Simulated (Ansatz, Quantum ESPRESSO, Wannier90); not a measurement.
# Ballistic channels from Wannier functions: armchair graphene ribbon, 6 dimer lines, part 3 of 4

How many channels does the wire offer, and does a small Wannier basis get them right? The wire: armchair graphene ribbon, 6 dimer lines.

Quantum ESPRESSO 7.5 and Wannier90 3.1.0; plane-wave DFT, PBE, GBRV ultrasoft pseudopotentials.

So far. Step 2 (Self-consistent run): The run needed 18 iterations to bring the estimated error under 1e-07 Ry; the largest force on any atom, held or free, is 2.05 eV/Å.

## (6) Localisation, bands and conductance

Level of this step: maximally localised Wannier functions and ballistic conductance; plane-wave DFT, PBE, GBRV ultrasoft pseudopotentials (Wannier90).

After disentangling and localising, transport_mode = bulk builds principal layers from hoppings within dist_cutoff and counts open channels.

Input file wan.win:

```
num_wann = 12
num_bands = 44
num_iter = 200
num_print_cycles = 20
conv_tol = 1e-8
conv_window = 5
guiding_centres = true
dis_num_iter = 1500
dis_conv_tol = 1e-8
dis_win_min = -10.9451
dis_win_max = 10.0549
dis_froz_max = -1.1451
dis_froz_min = -3.9451
search_shells = 120
fermi_energy = -1.9451

transport = true
transport_mode = bulk
one_dim_axis = z
dist_cutoff = 16.94
dist_cutoff_mode = one_dim
tran_win_min = -4.0
tran_win_max = 2.0
tran_energy_step = 0.02

bands_plot = true
bands_num_points = 96
begin kpoint_path
G 0.0 0.0 0.0 Z 0.0 0.0 0.5
end kpoint_path

begin projections
C:py
end projections

begin unit_cell_cart
ang
  16.0367157471 0.0000000000 0.0000000000
  0.0000000000 9.0000000000 0.0000000000
  0.0000000000 0.0000000000 4.2600000000
end unit_cell_cart

begin atoms_frac
  C  -0.1917094640 0.0000000000 0.0000000000
  C  -0.0383418930 0.0000000000 0.0000000000
  C  0.1150256790 0.0000000000 0.0000000000
  H  0.2505723700 0.0000000000 0.0387323944
  H  -0.2505723700 0.0000000000 0.1279342723
  C  -0.1150256790 0.0000000000 0.1666666667
  C  0.0383418930 0.0000000000 0.1666666667
  C  0.1917094640 0.0000000000 0.1666666667
  C  -0.1150256790 0.0000000000 0.5000000000
  C  0.0383418930 0.0000000000 0.5000000000
  C  0.1917094640 0.0000000000 0.5000000000
  H  -0.2505723700 0.0000000000 0.5387323944
  H  0.2505723700 0.0000000000 0.6279342723
  C  -0.1917094640 0.0000000000 0.6666666667
  C  -0.0383418930 0.0000000000 0.6666666667
  C  0.1150256790 0.0000000000 0.6666666667
end atoms_frac

mp_grid = 1 1 8
begin kpoints
  0.0 0.0 0.0000000000
  0.0 0.0 0.1250000000
  0.0 0.0 0.2500000000
  0.0 0.0 0.3750000000
  0.0 0.0 0.5000000000
  0.0 0.0 0.6250000000
  0.0 0.0 0.7500000000
  0.0 0.0 0.8750000000
end kpoints
```

Started as:

```console
> OMP_NUM_THREADS=1 wannier90.x wan > wan.run.log
```

The program printed:

```text
[banner, memory and clock lines left out]
+---------------------------------------------------+
             |                                                   |
             |                   WANNIER90                       |
             |                                                   |
             +---------------------------------------------------+
             |                                                   |
             |        Welcome to the Maximally-Localized         |
             |        Generalized Wannier Functions code         |
             |                             |
             |                                                   |
             |                                                   |
             |  Wannier90 Developer Group:                       |
             |    Giovanni Pizzi    (EPFL)                       |
             |    Valerio Vitale    (Cambridge)                  |
             |    David Vanderbilt  (Rutgers University)         |
             |    Nicola Marzari    (EPFL)                       |
             |    Ivo Souza         (Universidad del Pais Vasco) |
             |    Arash A. Mostofi  (Imperial College London)    |
             |    Jonathan R. Yates (University of Oxford)       |
             |                                                   |
             |  For the full list of Wannier90 3.x authors,      |
             |  please check the code documentation and the      |
             |  README on the GitHub page of the code            |
             |                                                   |
             |                                                   |
             |                                                   |
             |  [ref] "Wannier90 as a community code:            |
             |        new features and applications",            |
             |        165902 (2020).                             |
             |            |
             |                                                   |
             |  in any publications arising from the use of      |
             |                                                   |
             |  [ref] "Maximally Localized Generalised Wannier   |
             |         Functions for Composite Energy Bands"     |
             |         N. Marzari and D. Vanderbilt              |
             |         Phys. Rev. B 56 12847 (1997)              |
             |                                                   |
             |  [ref] "Maximally Localized Wannier Functions     |
             |         for Entangled Energy Bands"               |
             |         I. Souza, N. Marzari and D. Vanderbilt    |
             |         Phys. Rev. B 65 035109 (2001)             |
             |                                                   |
             |                                                   |
             | Copyright (c) 1996-2020                           |
             |        The Wannier90 Developer Group and          |
             |        individual contributors                    |
             |                                                   |
             |      Release: 3.1.0        5th March    2020      |
             |                                                   |
             | This program is free software; you can            |
             | redistribute it and/or modify it under the terms  |
             | of the GNU General Public License as published by |
             | the Free Software Foundation; either version 2 of |
             | the License, or (at your option) any later version|
             |                                                   |
             | This program is distributed in the hope that it   |
             | will be useful, but WITHOUT ANY WARRANTY; without |
             | even the implied warranty of MERCHANTABILITY or   |
             | FITNESS FOR A PARTICULAR PURPOSE. See the GNU     |
             | General Public License for more details.          |
             |                                                   |
             | You should have received a copy of the GNU General|
             | Public License along with this program; if not,   |
             | write to the Free Software Foundation, Inc.,      |
             | 675 Mass Ave, Cambridge, MA 02139, USA.           |
             |                                                   |
             +---------------------------------------------------+
[date or host left out]
             +---------------------------------------------------+

 ******************************************************************************
 * -> Using CODATA 2006 constant values                                       *
 *    (                      *
 * -> Using Bohr value from CODATA                                            *
 ******************************************************************************

 Running in serial (with parallel executable)

                                    ------
                                    SYSTEM
                                    ------

                              Lattice Vectors (Ang)
                    a_1    16.036716   0.000000   0.000000
                    a_2     0.000000   9.000000   0.000000
                    a_3     0.000000   0.000000   4.260000

                   Unit Cell Volume:     614.84768  (Ang^3)

                        Reciprocal-Space Vectors (Ang^-1)
                    b_1     0.391800   0.000000   0.000000
                    b_2     0.000000   0.698132   0.000000
                    b_3     0.000000   0.000000   1.474926

 *----------------------------------------------------------------------------*
 |   Site       Fractional Coordinate          Cartesian Coordinate (Ang)     |
 +----------------------------------------------------------------------------+
 | C    1  -0.19171   0.00000   0.00000   |   -3.07439   0.00000   0.00000    |
 | C    2  -0.03834   0.00000   0.00000   |   -0.61488   0.00000   0.00000    |
 | C    3   0.11503   0.00000   0.00000   |    1.84463   0.00000   0.00000    |
 | C    4  -0.11503   0.00000   0.16667   |   -1.84463   0.00000   0.71000    |
 | C    5   0.03834   0.00000   0.16667   |    0.61488   0.00000   0.71000    |
 | C    6   0.19171   0.00000   0.16667   |    3.07439   0.00000   0.71000    |
 | C    7  -0.11503   0.00000   0.50000   |   -1.84463   0.00000   2.13000    |
 | C    8   0.03834   0.00000   0.50000   |    0.61488   0.00000   2.13000    |
 | C    9   0.19171   0.00000   0.50000   |    3.07439   0.00000   2.13000    |
[...]
O_D=      0.3087789 O_OD=      9.7620998 O_TOT=     37.9679308 <-- SPRD
 Delta: O_D= -0.2196978E-01 O_OD= -0.4220105E+00 O_TOT= -0.4439803E+00 <-- DLTA
 Cycle:     40
[...]
Sum of centres and spreads (  0.391243, -3.690957, 16.889590 )    36.66495649

     40    -0.860E-02     0.4033025079       36.6649564949       3.55  <-- CONV
        O_D=      0.4685654 O_OD=      8.2993390 O_TOT=     36.6649565 <-- SPRD
 Delta: O_D=  0.8166307E-02 O_OD= -0.1677032E-01 O_TOT= -0.8604009E-02 <-- DLTA
 Cycle:     60
[...]
Sum of centres and spreads (  0.388128, -3.745358, 16.975002 )    36.56792314

     60    -0.226E-02     0.2040288464       36.5679231361       3.56  <-- CONV
        O_D=      0.5544241 O_OD=      8.1164468 O_TOT=     36.5679231 <-- SPRD
 Delta: O_D=  0.3308796E-02 O_OD= -0.5572055E-02 O_TOT= -0.2263260E-02 <-- DLTA
 Cycle:     80
[...]
Sum of centres and spreads (  0.386606, -3.762069, 17.006324 )    36.53358678

     80    -0.121E-02     0.1588177712       36.5335867839       3.58  <-- CONV
        O_D=      0.5944941 O_OD=      8.0420406 O_TOT=     36.5335868 <-- SPRD
 Delta: O_D= -0.7103674E-04 O_OD= -0.1141758E-02 O_TOT= -0.1212795E-02 <-- DLTA
 Cycle:    100
[...]
Sum of centres and spreads (  0.387078, -3.767273, 17.018719 )    36.52206930

    100    -0.339E-03     0.0936788606       36.5220693014       3.59  <-- CONV
        O_D=      0.6070841 O_OD=      8.0179331 O_TOT=     36.5220693 <-- SPRD
 Delta: O_D=  0.6428720E-03 O_OD= -0.9814111E-03 O_TOT= -0.3385392E-03 <-- DLTA

 Writing checkpoint file wan.chk... done

 Cycle:    120
[...]
Sum of centres and spreads (  0.387377, -3.769428, 17.027336 )    36.51751629

    120    -0.979E-04     0.0444829605       36.5175162854       3.61  <-- CONV
        O_D=      0.6114460 O_OD=      8.0090181 O_TOT=     36.5175163 <-- SPRD
 Delta: O_D=  0.5945679E-04 O_OD= -0.1573665E-03 O_TOT= -0.9790971E-04 <-- DLTA
 Cycle:    140
[...]
Sum of centres and spreads (  0.387141, -3.769835, 17.032773 )    36.51605564

    140    -0.482E-04     0.0313417063       36.5160556438       3.63  <-- CONV
        O_D=      0.6133388 O_OD=      8.0056647 O_TOT=     36.5160556 <-- SPRD
 Delta: O_D= -0.8666526E-04 O_OD=  0.3849544E-04 O_TOT= -0.4816982E-04 <-- DLTA
 Cycle:    160
[...]
Sum of centres and spreads (  0.387205, -3.770017, 17.035677 )    36.51561582

    160    -0.132E-04     0.0177360834       36.5156158214       3.64  <-- CONV
        O_D=      0.6137461 O_OD=      8.0048176 O_TOT=     36.5156158 <-- SPRD
 Delta: O_D=  0.5581240E-04 O_OD= -0.6898347E-04 O_TOT= -0.1317107E-04 <-- DLTA
 Cycle:    180
[...]
Sum of centres and spreads (  0.387263, -3.770137, 17.037485 )    36.51544884

    180    -0.338E-05     0.0088573077       36.5154488351       3.66  <-- CONV
        O_D=      0.6138087 O_OD=      8.0045880 O_TOT=     36.5154488 <-- SPRD
 Delta: O_D= -0.1095972E-04 O_OD=  0.7579557E-05 O_TOT= -0.3380166E-05 <-- DLTA
 Cycle:    200
[...]
Sum of centres and spreads (  0.387213, -3.770122, 17.038621 )    36.51539568

    200    -0.175E-05     0.0059401674       36.5153956844       3.68  <-- CONV
        O_D=      0.6139370 O_OD=      8.0044065 O_TOT=     36.5153957 <-- SPRD
 Delta: O_D= -0.1907278E-04 O_OD=  0.1732321E-04 O_TOT= -0.1749573E-05 <-- DLTA

 Writing checkpoint file wan.chk... done

 Final State
[...]
WF centre and spread    5  (  0.658155,  0.003870,  1.419248 )     5.92424209
  WF centre and spread    6  (  3.015217,  0.002103,  0.659916 )     1.59409140
  WF centre and spread    7  ( -1.816688, -0.127757,  1.420116 )     3.62840546
  WF centre and spread    8  (  1.500154, -2.730948,  3.550180 )     6.75715009
  WF centre and spread    9  (  3.015014,  0.002114,  2.180206 )     1.59340097
  WF centre and spread   10  ( -2.999289, -0.032102,  2.724281 )     1.52954368
  WF centre and spread   11  ( -0.608089, -0.006433,  2.716869 )     1.78557341
  WF centre and spread   12  (  1.439295, -0.008171,  2.662456 )     1.84038495
  Sum of centres and spreads (  0.387213, -3.770122, 17.038621 )    36.51539568

         Spreads (Ang^2)       Omega I      =    27.897052138
        ================       Omega D      =     0.613937024
                               Omega OD     =     8.004406522
    Final Spread (Ang^2)       Omega Total  =    36.515395684
 Time for wannierise            0.160 (sec)

 Writing checkpoint file wan.chk... done

 *---------------------------------------------------------------------------*
 |                               PLOTTING                                    |
 *---------------------------------------------------------------------------*

 Translated centres
    translation centre in fractional coordinate:  0.000000  0.000000  0.333333
  WF centre     1  ( -3.000911, -0.030955,  0.113015 )
  WF centre     2  ( -0.605379, -0.005290,  0.119845 )
  WF centre     3  (  1.441606, -0.008075,  0.175462 )
  WF centre     4  ( -1.651874, -0.828476, -0.702974 )
  WF centre     5  (  0.658155,  0.003870,  1.419248 )
  WF centre     6  (  3.015217,  0.002103,  0.659916 )
  WF centre     7  ( -1.816688, -0.127757,  1.420116 )
  WF centre     8  (  1.500154, -2.730948, -0.709820 )
  WF centre     9  (  3.015014,  0.002114,  2.180206 )
  WF centre    10  ( -2.999289, -0.032102,  2.724281 )
  WF centre    11  ( -0.608089, -0.006433,  2.716869 )
  WF centre    12  (  1.439295, -0.008171,  2.662456 )

 Calculating interpolated band-structure

 Time to calculate interpolated band structure       0.009 (sec)

 Time for plotting              0.012 (sec)

 *---------------------------------------------------------------------------*
 |                              TRANSPORT                                    |
 *---------------------------------------------------------------------------*

 Calculation of Quantum Conductance and DoS: bulk mode

 Maximum imaginary part of the real-space Hamiltonian:     0.176550

     Maximum real part of the real-space Hamiltonian at each lattice point
            Lattice point R           Max |H_ij(R)|
                  -5                     0.000000
                  -4                     0.011804
                  -3                     0.093049
                  -2                     0.215526
                  -1                     2.132800
                   0                     4.130399
                   1                     2.132800
                   2                     0.215526
                   3                     0.093049
                   4                     0.011804
                   5                     0.000000

 Number of unit cells inside the principal layer:     4
 Number of Wannier Functions inside the principal layer:    48

 Calculating quantum conductance and density of states... done

 Time for transport             2.137 (sec)
 Total Execution Time           5.911 (sec)

 *===========================================================================*
 |                             TIMING INFORMATION                            |
 *===========================================================================*
 |    Tag                                                Ncalls      Time (s)|
 |---------------------------------------------------------------------------|
 |kmesh: get                                        :         1         0.008|
 |overlap: allocate                                 :         1         0.000|
 |overlap: read                                     :         1         0.073|
 |dis: main                                         :         1         3.517|
 |wann: main                                        :         1         0.160|
 |plot: main                                        :         1         0.012|
 |tran: main                                        :         1         2.137|
 *---------------------------------------------------------------------------*

 All done: wannier90 exiting
[key lines of the parts left out:]
|  Fermi energy (eV)                         :            -1.945             |
```

It took 6.4 s on 1 MPI rank of Arm Neoverse V2, shared host; peak memory 0.09 GiB.

Numbers from this step:

- lead channels at the Fermi level, one spin: 7.70e-8
- total spread: 36.52 Å²
- gauge-invariant spread: 27.90 Å²
- largest misfit to plane-wave levels between mesh points, inside the frozen window: 0.007427 eV

Per spin. Table of quantum conductance of the perfect wire, open channels by energy, zero at the Fermi level:

```csv
energy (eV),"quantum conductance of the perfect wire, open channels"
-4.000,2
-3.500,3.00
-3.000,3
-2.500,3
-2.000,3
-1.500,1
-1.020,1
-0.500,1.000
0.000,7.7e-8
0.500,8.3e-5
1.000,1
1.500,1.00
2.000,3
```

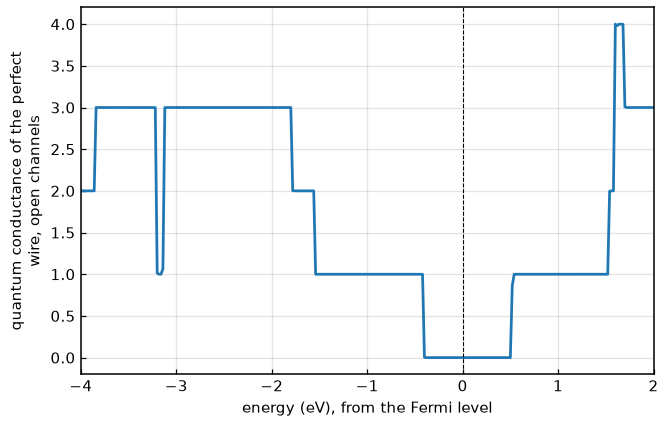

Quantum conductance of the perfect wire, open channels, plotted against energy.

Wannier functions:

```csv
no.,x (Å),y (Å),z (Å),spread (Å²)
1,-3.001,-0.03095,0.113,1.526
2,-0.6054,-0.00529,0.1198,1.782
3,1.442,-0.008075,0.1755,1.84
4,-1.652,-0.8285,-0.703,6.715
5,0.6582,0.00387,1.419,5.924
6,3.015,0.002103,0.6599,1.594
7,-1.817,-0.1278,1.42,3.628
8,1.5,-2.731,3.55,6.757
9,3.015,0.002114,2.18,1.593
10,-2.999,-0.0321,2.724,1.53
11,-0.6081,-0.006433,2.717,1.786
12,1.439,-0.008171,2.662,1.84
```

The electronic bands at the labelled points (eV, zero at the Fermi level; v1 is the highest filled band, c1 the lowest empty one):

```csv
point,v4,v3,v2,v1,c1,c2,c3,c4
Γ,-3.85,-1.78,-1.55,-0.40,0.53,1.59,1.70,3.69
Z,-4.15,-4.15,-2.66,-2.65,2.17,2.18,4.41,4.45
```

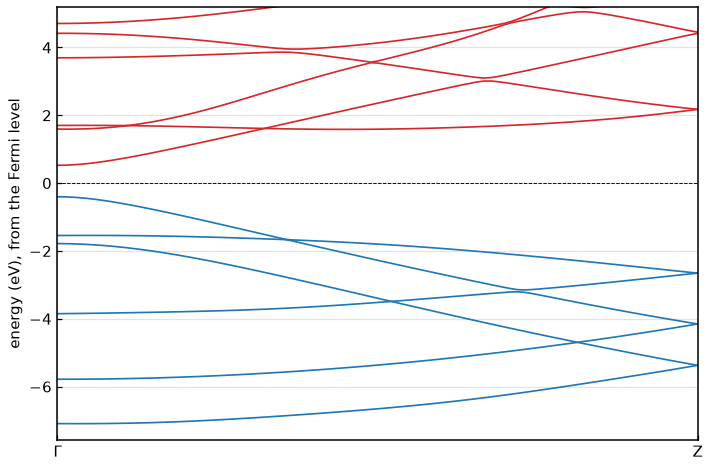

Electronic bands along the path; lines of filled and empty bands in two colours.

Bands and channels are those of the Wannier model: bands that were not projected, and all outside the frozen window, are missing or only approximate.

Disentanglement stopped at its cap on iterations, so these spreads are not final.

At least 2 of the functions sit far from every atom, off the bonds: the outer window has let in states of the vacuum, so the basis is not the atomic one that was projected.

## (7) Neighbour list from wannier90 -pp, with dis_froz_max − E_F = -2.0

How much does a setting matter? One run is repeated with a change.

wan_w.win is the input of step 6 with these lines changed:

```diff
@@ -11,3 +11,3 @@
 dis_win_max = 10.0549
-dis_froz_max = -1.1451
+dis_froz_max = -3.9451
 dis_froz_min = -3.9451
```

Started as:

```console
> OMP_NUM_THREADS=1 wannier90.x -pp wan_w > wan_w.pp.log
```

Wall time 0.47 s (1 MPI rank); peak memory 0.09 GiB.

## (8) Overlaps and projections

The same post-processing, on the changed run.

Input file wan_w.p2w.in:

```
&inputpp
  prefix = 'nscf'
  outdir = './out'
  seedname = 'wan_w'
  write_mmn = .true.
  write_amn = .true.
  write_unk = .false.
/
```

Started as:

```console
> OMP_NUM_THREADS=1 mpirun -n 2 pw2wannier90.x -in wan_w.p2w.in > wan_w.p2w.out
```

Elapsed: 10 s, on 2 MPI ranks; peak memory 0.18 GiB.

[end of part 3 of 4]

[Logs are printed without paths, hosts, clocks, repeated set-up lines and the standing remarks that a program may print on its own settings, such as how far it seeks lower states.]

[Hosts, paths, dates, database ids (printed as entryN), source tags and the programs' standing remarks are cut or masked in the printed files.]

[Maps of the electrostatic potential energy from Ansatz leave out the sawtooth potential of an applied field or a dipole correction, so their vacuum need not be flat; planar profiles and work functions include it.]
